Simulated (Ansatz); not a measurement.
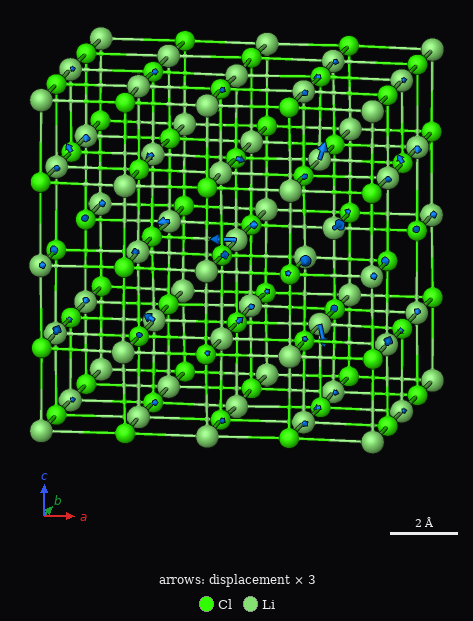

This is a relaxation of a defect cell of composition Cl31Li31. The starting structure is drawn; blue arrows show the displacements, magnified 3 times.

The picture is a ball-and-stick view of the cell of the calculation (origin shifted), seen slightly off an axis.

Level of theory: DFT, PBEsol, PAW, plane waves in Ansatz 0.2.0. Settings: plane-wave cutoff 420 eV; k-point mesh 1 × 1 × 1; mesh shifted by (0.25, 0.25, 0.25); no spin polarisation; atoms relaxed in a fixed cell; force threshold 0.03 eV/Å; at most 80 steps.

Atoms of which element are displaced furthest, and by how much?

Answer. Lithium: up to 0.28 Å, against 0.11 Å for chlorine.

What did the optimiser do to the structure, and how much energy did it gain?

Answer. Over 3 geometry steps the energy falls by 0.825 eV per cell of the calculation. Largest force component: 0.97 eV/Å at the start, 0.0052 eV/Å at the end. A Li atom moves most: 0.28 Å along −a. By element the largest moves are Li 0.28 Å, Cl 0.11 Å. The cell stays as it was. Some distances before and after: Cl–Li 2.587 → 2.287 Å, Cl–Li 2.563 → 2.327 Å, Cl–Li 2.541 → 2.327 Å, Cl–Li 2.506 → 2.711 Å. Bond angles that change, for instance: Cl–Li–Cl 179.7° → 163.0°, Cl–Li–Cl 179.4° → 163.0°, Li–Cl–Li 89.8° → 104.6°.
